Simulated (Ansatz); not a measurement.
## Geometry relaxation, with input and output: Cu (part 2 of 2)

Continued. System: Cu (Fm-3m, 1 atom in the cell). Method: DFT, revPBE, plane waves, PAW (Ansatz 0.2.0); cutoff 200 eV, 20×20×20 k-mesh, Gaussian smearing of 0.1 eV. The structure was made by swapping elements on the sites of another compound; it need not be a known phase. The run did not end well. The settings are looser than a standard set-up, so the numbers are not reference values.

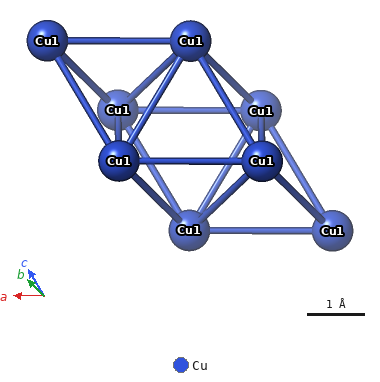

Fig. 1: The geometry at step 16 of the log (ball-and-stick view of the cell of the calculation, seen at an oblique angle; atoms are numbered from 1 in the order of the input).

## Log, continued
```
relax step  32: F+E_penalty+E_count = -6613.58237704 eV  Δ(F+E_penalty+E_count) = +2.554e-1 eV  max|allowed force component| = 0.000e0 eV/Å  Δτ_max = 0.0000 Å  P = -12.275 GPa  Ω = 11.454 Å³  stress off target by 1.23e1 GPa  SCF on the basis re-selected at this cell (its energy is not comparable with the rows above)  (6 SCF iters)
SCF 33 converged in 5 iterations: F = -6613.799081 eV  dr2 = 4.81e-10
relax step  33: F+E_penalty+E_count = -6613.79908052 eV  Δ(F+E_penalty+E_count) = -2.167e-1 eV  max|allowed force component| = 0.000e0 eV/Å  Δτ_max = 0.0000 Å  P = -5.076 GPa  Ω = 11.419 Å³  energy of the carried Pulay correction = +2.148e-1 eV  (5 SCF iters, dr2 threshold 1.00e-7 eV, accepted)
SCF 34 converged in 4 iterations: F = -6613.949867 eV  dr2 = 1.35e-8
relax step  34: F+E_penalty+E_count = -6613.94986689 eV  Δ(F+E_penalty+E_count) = -1.508e-1 eV  max|allowed force component| = 0.000e0 eV/Å  Δτ_max = 0.0000 Å  P = -0.043 GPa  Ω = 11.394 Å³  energy of the carried Pulay correction = +3.652e-1 eV  (4 SCF iters, dr2 threshold 1.00e-7 eV, accepted)
iter 1 solved again at ethr=1.00e-5 eV; its pass at ethr=3.10e-3 eV (dr2=1.90e-3 eV) is discarded
SCF iter   1: F=—  HF=-6613.524772 eV  |F-HF|=—  |Δ(HF+E_count)|=         —  Δρ=6.29e-3  dr2=1.88e-3  ethr=1.00e-5  ⟨swp⟩=1.0  Hψ=20829  notcnv=0
preconditioner: auto → none  [insulator: Δε(μ)=0.121 eV  Ē_g=19.405 eV  σ=0.100 eV  W_gap=0.55  n_scr=0 (ndim 8)  ℏωp=36.5 eV  f_vac=0.001  D(μ)=0.14/eV (n_scr^D=0)  ε∞_Penn≈4.5]
SCF iter   2: F=—  HF=-6613.523964 eV  |F-HF|=—  |Δ(HF+E_count)|=   8.09e-4  Δρ=4.75e-3  dr2=1.60e-3  ethr=9.91e-6  ⟨swp⟩=2.0  Hψ=5818  notcnv=0
SCF iter   3: F=—  HF=-6613.523657 eV  |F-HF|=—  |Δ(HF+E_count)|=   3.07e-4  Δρ=7.80e-4  dr2=5.96e-5  ethr=8.42e-6  ⟨swp⟩=2.1  Hψ=4871  notcnv=0
SCF iter   4: F=—  HF=-6613.523638 eV  |F-HF|=—  |Δ(HF+E_count)|=   1.90e-5  Δρ=1.15e-5  dr2=1.25e-8  ethr=3.13e-7  ⟨swp⟩=1.0  Hψ=3584  notcnv=0
SCF iter   5: F=—  HF=-6613.523526 eV  |F-HF|=—  |Δ(HF+E_count)|=   1.12e-4  Δρ=5.62e-6  dr2=2.16e-9  ethr=6.60e-11  ⟨swp⟩=2.0  Hψ=6033  notcnv=0
SCF iter   6: F=-6613.523526 eV  HF=-6613.523526 eV  |F-HF|=5.46e-12  |Δ(HF+E_count)|=  2.15e-10  Δρ=4.54e-7  dr2=9.98e-12  ethr=1.00e-12  ⟨swp⟩=2.1  Hψ=11828  notcnv=0
SCF 35 converged in 6 iterations: F = -6613.523526 eV  dr2 = 9.98e-12
relax step  35: F+E_penalty+E_count = -6613.52352562 eV  Δ(F+E_penalty+E_count) = +4.263e-1 eV  max|allowed force component| = 0.000e0 eV/Å  Δτ_max = 0.0000 Å  P = -5.225 GPa  Ω = 11.394 Å³  stress off target by 5.22e0 GPa  SCF on the basis re-selected at this cell (its energy is not comparable with the rows above)  (6 SCF iters)
basis re-selected at this cell: Δ(F+E_penalty+E_count) = +4.263e-1 eV, ΔP = -5.182 GPa vs the last step (what re-selecting the basis moved, of the pressure what is left beyond the Pulay correction that the steps carried, after the strain that the cell walked since its last selection, with what the two solves' SCF thresholds leave and, on support functions, any second-order correction that the steps lacked; it is no measure of the basis error at this ecutwfc). This SCF's stress stands 5.22e0 GPa from its target on what of the cell is left free (relax.cell.stress_tol is 1.00e-1 GPa) and its largest allowed force component is 0.00e0 eV/Å (relax.f_tol is 1.00e-2 eV/Å): not within both, so this SCF does not close the relaxation
Crystal: 1 atoms, lattice volume = 11.369 Å³
iter 1 solved again at ethr=5.15e-7 eV; its pass at ethr=3.10e-3 eV (dr2=9.78e-5 eV) is discarded
SCF iter   1: F=—  HF=-6613.682477 eV  |F-HF|=—  |Δ(HF+E_count)|=         —  Δρ=1.57e-3  dr2=9.85e-5  ethr=5.15e-7  ⟨swp⟩=1.0  Hψ=18437  notcnv=0
preconditioner: auto → none  [metal: Δε(μ)=0.102 eV  Ē_g=19.485 eV  σ=0.100 eV  W_gap=0.48  n_scr=0 (ndim 8)  ℏωp=36.5 eV  f_vac=0.001  D(μ)=0.15/eV (n_scr^D=0)]
SCF iter   2: F=—  HF=-6613.682398 eV  |F-HF|=—  |Δ(HF+E_count)|=   7.97e-5  Δρ=1.39e-3  dr2=1.41e-4  ethr=5.15e-7  ⟨swp⟩=2.0  Hψ=6028  notcnv=0
SCF iter   3: F=—  HF=-6613.682371 eV  |F-HF|=—  |Δ(HF+E_count)|=   2.65e-5  Δρ=2.29e-4  dr2=5.06e-6  ethr=5.15e-7  ⟨swp⟩=2.4  Hψ=4994  notcnv=0
SCF iter   4: F=-6613.682272 eV  HF=-6613.682272 eV  |F-HF|=4.15e-9  |Δ(HF+E_count)|=   9.90e-5  Δρ=1.62e-5  dr2=1.38e-8  ethr=5.26e-10  ⟨swp⟩=2.0  Hψ=12722  notcnv=0
SCF 36 converged in 4 iterations: F = -6613.682272 eV  dr2 = 1.38e-8
```

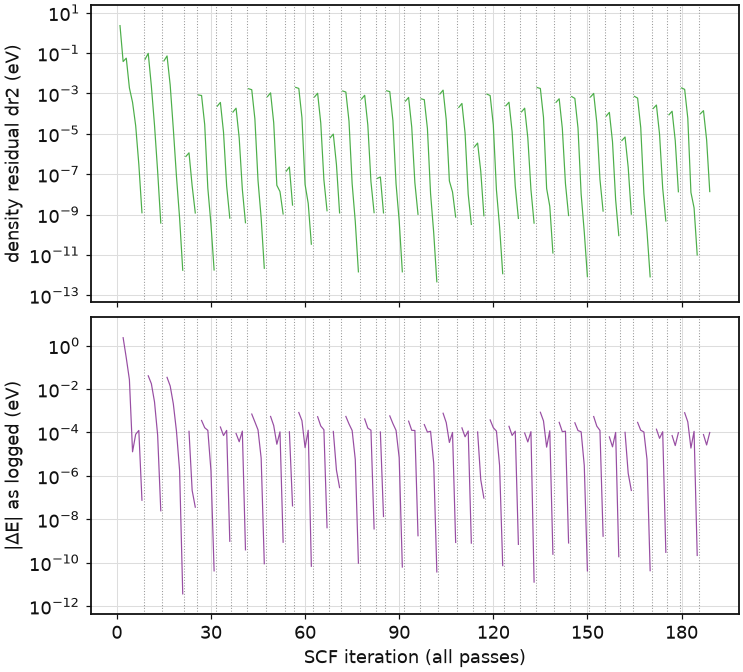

Fig. 2: Convergence of the self-consistent field: density residual dr2 and size of the energy change against the SCF iteration. Dotted lines part the SCF passes that the log prints in full.

## Trajectory as extended XYZ (Å, eV, eV/Å), 35 frames, from step=1 to step=35
```
1
Lattice="0.0000 1.8188 1.8188 1.8188 0.0000 1.8188 1.8188 1.8188 0.0000" Properties=species:S:1:pos:R:3:forces:R:3 step=1 energy=-6613.50732 pressure_GPa=-15.09
Cu    0.0000    0.0000    0.0000    0.0000   0.0000   0.0000
1
Lattice="0.0000 1.7849 1.7849 1.7849 0.0000 1.7849 1.7849 1.7849 0.0000" Properties=species:S:1:pos:R:3:forces:R:3 step=2 energy=-6617.10684 pressure_GPa=192.77 accepted=F
Cu    0.0000    0.0000    0.0000    0.0000   0.0000   0.0000
1
Lattice="0.0000 1.8162 1.8162 1.8162 0.0000 1.8162 1.8162 1.8162 0.0000" Properties=species:S:1:pos:R:3:forces:R:3 step=3 energy=-6613.80518 pressure_GPa=0.84
Cu    0.0000    0.0000    0.0000    0.0000   0.0000   0.0000
1
Lattice="0.0000 1.8164 1.8164 1.8164 0.0000 1.8164 1.8164 1.8164 0.0000" Properties=species:S:1:pos:R:3:forces:R:3 step=4 energy=-6613.78970 pressure_GPa=0.00
Cu    0.0000    0.0000    0.0000    0.0000   0.0000   0.0000
1
Lattice="0.0000 1.8164 1.8164 1.8164 0.0000 1.8164 1.8164 1.8164 0.0000" Properties=species:S:1:pos:R:3:forces:R:3 step=5 energy=-6613.48483 pressure_GPa=-13.23
Cu    0.0000    0.0000    0.0000    0.0000   0.0000   0.0000
1
Lattice="0.0000 1.8142 1.8142 1.8142 0.0000 1.8142 1.8142 1.8142 0.0000" Properties=species:S:1:pos:R:3:forces:R:3 step=6 energy=-6613.73337 pressure_GPa=-5.56
Cu    0.0000    0.0000    0.0000    0.0000   0.0000   0.0000
1
Lattice="0.0000 1.8127 1.8127 1.8127 0.0000 1.8127 1.8127 1.8127 0.0000" Properties=species:S:1:pos:R:3:forces:R:3 step=7 energy=-6613.91056 pressure_GPa=-0.06
Cu    0.0000    0.0000    0.0000    0.0000   0.0000   0.0000
1
Lattice="0.0000 1.8127 1.8127 1.8127 0.0000 1.8127 1.8127 1.8127 0.0000" Properties=species:S:1:pos:R:3:forces:R:3 step=8 energy=-6613.49851 pressure_GPa=-13.18
Cu    0.0000    0.0000    0.0000    0.0000   0.0000   0.0000
1
Lattice="0.0000 1.8091 1.8091 1.8091 0.0000 1.8091 1.8091 1.8091 0.0000" Properties=species:S:1:pos:R:3:forces:R:3 step=9 energy=-6613.92592 pressure_GPa=0.25
Cu    0.0000    0.0000    0.0000    0.0000   0.0000   0.0000
1
Lattice="0.0000 1.8091 1.8091 1.8091 0.0000 1.8091 1.8091 1.8091 0.0000" Properties=species:S:1:pos:R:3:forces:R:3 step=10 energy=-6613.91814 pressure_GPa=0.01
Cu    0.0000    0.0000    0.0000    0.0000   0.0000   0.0000
1
Lattice="0.0000 1.8091 1.8091 1.8091 0.0000 1.8091 1.8091 1.8091 0.0000" Properties=species:S:1:pos:R:3:forces:R:3 step=11 energy=-6613.47461 pressure_GPa=-11.90
Cu    0.0000    0.0000    0.0000    0.0000   0.0000   0.0000
1
Lattice="0.0000 1.8055 1.8055 1.8055 0.0000 1.8055 1.8055 1.8055 0.0000" Properties=species:S:1:pos:R:3:forces:R:3 step=12 energy=-6613.89450 pressure_GPa=1.34
Cu    0.0000    0.0000    0.0000    0.0000   0.0000   0.0000
1
Lattice="0.0000 1.8059 1.8059 1.8059 0.0000 1.8059 1.8059 1.8059 0.0000" Properties=species:S:1:pos:R:3:forces:R:3 step=13 energy=-6613.85258 pressure_GPa=0.01
Cu    0.0000    0.0000    0.0000    0.0000   0.0000   0.0000
1
Lattice="0.0000 1.8059 1.8059 1.8059 0.0000 1.8059 1.8059 1.8059 0.0000" Properties=species:S:1:pos:R:3:forces:R:3 step=14 energy=-6613.49051 pressure_GPa=-11.72
Cu    0.0000    0.0000    0.0000    0.0000   0.0000   0.0000
1
Lattice="0.0000 1.8027 1.8027 1.8027 0.0000 1.8027 1.8027 1.8027 0.0000" Properties=species:S:1:pos:R:3:forces:R:3 step=15 energy=-6613.86434 pressure_GPa=0.15
Cu    0.0000    0.0000    0.0000    0.0000   0.0000   0.0000
1
Lattice="0.0000 1.8028 1.8028 1.8028 0.0000 1.8028 1.8028 1.8028 0.0000" Properties=species:S:1:pos:R:3:forces:R:3 step=16 energy=-6613.85955 pressure_GPa=0.01
Cu    0.0000    0.0000    0.0000    0.0000   0.0000   0.0000
1
Lattice="0.0000 1.8028 1.8028 1.8028 0.0000 1.8028 1.8028 1.8028 0.0000" Properties=species:S:1:pos:R:3:forces:R:3 step=17 energy=-6613.48030 pressure_GPa=-10.54
Cu    0.0000    0.0000    0.0000    0.0000   0.0000   0.0000
1
Lattice="0.0000 1.7999 1.7999 1.7999 0.0000 1.7999 1.7999 1.7999 0.0000" Properties=species:S:1:pos:R:3:forces:R:3 step=18 energy=-6613.81239 pressure_GPa=0.01
Cu    0.0000    0.0000    0.0000    0.0000   0.0000   0.0000
1
Lattice="0.0000 1.7999 1.7999 1.7999 0.0000 1.7999 1.7999 1.7999 0.0000" Properties=species:S:1:pos:R:3:forces:R:3 step=19 energy=-6613.57359 pressure_GPa=-16.08
Cu    0.0000    0.0000    0.0000    0.0000   0.0000   0.0000
1
Lattice="0.0000 1.7957 1.7957 1.7957 0.0000 1.7957 1.7957 1.7957 0.0000" Properties=species:S:1:pos:R:3:forces:R:3 step=20 energy=-6614.07340 pressure_GPa=11.90
Cu    0.0000    0.0000    0.0000    0.0000   0.0000   0.0000
1
Lattice="0.0000 1.7977 1.7977 1.7977 0.0000 1.7977 1.7977 1.7977 0.0000" Properties=species:S:1:pos:R:3:forces:R:3 step=21 energy=-6613.83912 pressure_GPa=-1.29
Cu    0.0000    0.0000    0.0000    0.0000   0.0000   0.0000
1
Lattice="0.0000 1.7975 1.7975 1.7975 0.0000 1.7975 1.7975 1.7975 0.0000" Properties=species:S:1:pos:R:3:forces:R:3 step=22 energy=-6613.86214 pressure_GPa=0.00
Cu    0.0000    0.0000    0.0000    0.0000   0.0000   0.0000
1
Lattice="0.0000 1.7975 1.7975 1.7975 0.0000 1.7975 1.7975 1.7975 0.0000" Properties=species:S:1:pos:R:3:forces:R:3 step=23 energy=-6613.56396 pressure_GPa=-14.05
Cu    0.0000    0.0000    0.0000    0.0000   0.0000   0.0000
1
Lattice="0.0000 1.7953 1.7953 1.7953 0.0000 1.7953 1.7953 1.7953 0.0000" Properties=species:S:1:pos:R:3:forces:R:3 step=24 energy=-6613.81715 pressure_GPa=-5.86
Cu    0.0000    0.0000    0.0000    0.0000   0.0000   0.0000
1
Lattice="0.0000 1.7938 1.7938 1.7938 0.0000 1.7938 1.7938 1.7938 0.0000" Properties=species:S:1:pos:R:3:forces:R:3 step=25 energy=-6613.99561 pressure_GPa=-0.06
Cu    0.0000    0.0000    0.0000    0.0000   0.0000   0.0000
1
Lattice="0.0000 1.7938 1.7938 1.7938 0.0000 1.7938 1.7938 1.7938 0.0000" Properties=species:S:1:pos:R:3:forces:R:3 step=26 energy=-6613.53726 pressure_GPa=-9.93
Cu    0.0000    0.0000    0.0000    0.0000   0.0000   0.0000
1
Lattice="0.0000 1.7912 1.7912 1.7912 0.0000 1.7912 1.7912 1.7912 0.0000" Properties=species:S:1:pos:R:3:forces:R:3 step=27 energy=-6613.84622 pressure_GPa=0.09
Cu    0.0000    0.0000    0.0000    0.0000   0.0000   0.0000
1
Lattice="0.0000 1.7912 1.7912 1.7912 0.0000 1.7912 1.7912 1.7912 0.0000" Properties=species:S:1:pos:R:3:forces:R:3 step=28 energy=-6613.59793 pressure_GPa=-13.64
Cu    0.0000    0.0000    0.0000    0.0000   0.0000   0.0000
1
Lattice="0.0000 1.7876 1.7876 1.7876 0.0000 1.7876 1.7876 1.7876 0.0000" Properties=species:S:1:pos:R:3:forces:R:3 step=29 energy=-6614.01508 pressure_GPa=10.17
Cu    0.0000    0.0000    0.0000    0.0000   0.0000   0.0000
1
Lattice="0.0000 1.7888 1.7888 1.7888 0.0000 1.7888 1.7888 1.7888 0.0000" Properties=species:S:1:pos:R:3:forces:R:3 step=30 energy=-6613.87385 pressure_GPa=2.06
Cu    0.0000    0.0000    0.0000    0.0000   0.0000   0.0000
1
Lattice="0.0000 1.7891 1.7891 1.7891 0.0000 1.7891 1.7891 1.7891 0.0000" Properties=species:S:1:pos:R:3:forces:R:3 step=31 energy=-6613.83773 pressure_GPa=-0.01
Cu    0.0000    0.0000    0.0000    0.0000   0.0000   0.0000
1
Lattice="0.0000 1.7891 1.7891 1.7891 0.0000 1.7891 1.7891 1.7891 0.0000" Properties=species:S:1:pos:R:3:forces:R:3 step=32 energy=-6613.58238 pressure_GPa=-12.28
Cu    0.0000    0.0000    0.0000    0.0000   0.0000   0.0000
1
Lattice="0.0000 1.7873 1.7873 1.7873 0.0000 1.7873 1.7873 1.7873 0.0000" Properties=species:S:1:pos:R:3:forces:R:3 step=33 energy=-6613.79908 pressure_GPa=-5.08
Cu    0.0000    0.0000    0.0000    0.0000   0.0000   0.0000
1
Lattice="0.0000 1.7860 1.7860 1.7860 0.0000 1.7860 1.7860 1.7860 0.0000" Properties=species:S:1:pos:R:3:forces:R:3 step=34 energy=-6613.94987 pressure_GPa=-0.04
Cu    0.0000    0.0000    0.0000    0.0000   0.0000   0.0000
1
Lattice="0.0000 1.7860 1.7860 1.7860 0.0000 1.7860 1.7860 1.7860 0.0000" Properties=species:S:1:pos:R:3:forces:R:3 step=35 energy=-6613.52353 pressure_GPa=-5.22
Cu    0.0000    0.0000    0.0000    0.0000   0.0000   0.0000
```

The run was set up as follows.

## Input file
```yaml
crystal:
  lattice:
    - [0.0, 1.8187790821, 1.8187790821]
    - [1.8187790821, 0.0, 1.8187790821]
    - [1.8187790821, 1.8187790821, 0.0]
  atoms:
    - { symbol: Cu, position: [0.0, 0.0, 0.0] }
basis:
  ecutwfc: "200 eV"
kpoints:
  mp_grid: { grid: [20, 20, 20] }
hamiltonian:
  xc: revpbe
scf:
  occupations: { method: gaussian, width: 0.1 }
output:
  forces: true
  eigenvalues: true
  stress: true
relax:
  adjacent_minimum: "off"
  f_tol: 0.01
  max_steps: 60
  cell: { stress_tol: 0.1 }
```

Launched with:
```bash
ansatz run input.yaml --threads 1 --pin off --max-ram 2560MiB --backend cpu --events-out ev --progress --plain --runs-dir out
```

## What the run reported

| quantity | value |
| --- | --- |
| outcome | stopped at the time limit |
| space group (tolerance 0.01 Å) | Fm-3m (225) |
| final cell | a = 2.526 Å, b = 2.526 Å, c = 2.526 Å, α = 60.00°, β = 60.00°, γ = 60.00° |
| hardware | 1 thread of Intel Xeon @ 2.50GHz (Skylake/Cascade Lake), 192 GiB of memory available, shared host |
| wall time | 73 s |
| peak memory | 0.34 GiB |

## Diagnosis

Settings chosen away from the usual ones: hamiltonian.xc set to revpbe (from pbe); basis.ecutwfc set to 200 eV (from 420). The run was cut off by its time limit, so the output is incomplete. The program warns: the cutoff is below the recommended one.
